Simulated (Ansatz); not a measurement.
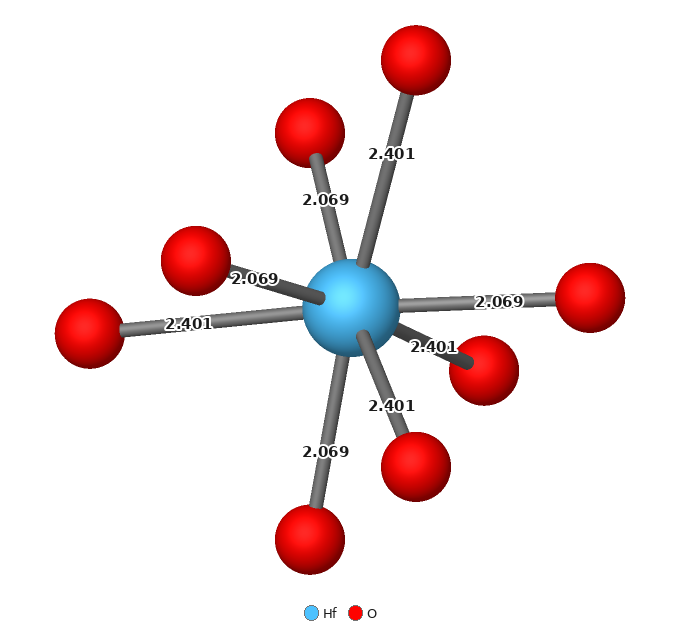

The surroundings of site Hf1 (at 0.500, 0.500, 0.500) in HfO2 (P4_2/nmc, No. 137), with bond lengths in Å.

Source of the atomic positions: the end point of a relaxation at a target pressure of 2 GPa with DFT PBE, scalar-relativistic, plane waves, PAW (Ansatz).

```yaml
crystal:
  lattice:
    - [3.59452, 0.00000, 0.00000]
    - [0.00000, 3.59452, 0.00000]
    - [0.00000, 0.00000, 5.23295]
  atoms:
    - { symbol: Hf, position: [0.50000, 0.50000, 0.50000] }
    - { symbol: Hf, position: [0.00000, 0.00000, 0.00000] }
    - { symbol: O, position: [0.00000, 0.50000, 0.69578] }
    - { symbol: O, position: [0.50000, 0.00000, 0.80422] }
    - { symbol: O, position: [0.50000, 0.00000, 0.30422] }
    - { symbol: O, position: [0.00000, 0.50000, 0.19578] }
```

Bond valence s = exp((R0 − d)/b), R0 fitted to published crystal structures with b = 0.37 Å; R0 in Å: Hf4+–O 1.921.

Question: Calculate the bond-valence sum of Hf1 from the bonds drawn.

Answer: 4 × 0.670 + 4 × 0.273 = 3.77 v.u., against a formal valence of 4: underbonded (bonds long for this ion) by 0.23.

Question: And over the whole structure?

Answer:
```csv
site,"x, y, z",formal valence,bond-valence sum,difference
Hf1,"0.500, 0.500, 0.500",+4,3.82,-0.18
O1,"0.000, 0.500, 0.696",−2,1.91,-0.09
```

These sums include all anions within 5 Å. The global instability index (root mean square of the differences over all atoms) is 0.12 v.u.: moderate strain, common in real structures. Cells relaxed with PBE tend to have slightly long bonds, which lowers the sums.
